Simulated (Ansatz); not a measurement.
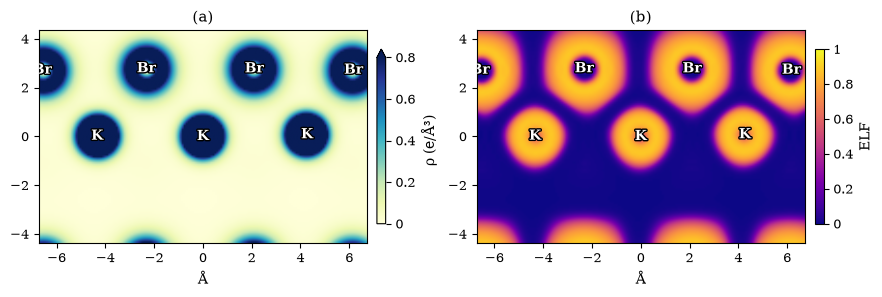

The picture shows: KBr. (a) valence pseudo-density; (b) ELF on the (110) plane of the conventional cell.

Space group P1; a generated structure, not necessarily the stable one.

Theory: Ansatz 0.2.0, DFT, PAW plane waves, mr2SCAN.

Core electrons are frozen (PAW), and the valence fields are smoothed inside the atomic spheres.

### Interpret the plot.

- Atoms in the plane: K and Br.
- K–Br (3.26 Å): ρ is about 0.09 e/Å³ halfway, with its minimum of 0.08 e/Å³ about 1.5 Å from K; the ELF is about 0.15 at the midpoint (an ionic contact with no shared pair).
- K–Br (3.42 Å): the density is about 0.07 e/Å³ at the midpoint, with its minimum of 0.06 e/Å³ about 1.5 Å from K; the ELF is about 0.10 at the midpoint: a largely ionic contact.
- K–Br (3.47 Å): ρ is about 0.06 e/Å³ halfway, with its minimum of 0.05 e/Å³ about 1.6 Å from K; the ELF is about 0.10 at the midpoint: a largely ionic contact.
- K–Br (3.52 Å): the density is about 0.06 e/Å³ at the midpoint, with its minimum of 0.05 e/Å³ about 1.6 Å from K; the ELF is about 0.10 at the midpoint (a largely ionic contact).
- The density dies away to nearly zero in the voids.
- The features right at K lie inside the PAW spheres, where the map follows smoothed inner orbitals and isn't to be read closely.

### How much charge does the calculation move between the atoms?

Electrons move from K towards Br. Bader charges: K +0.86 and Br −0.86 e.
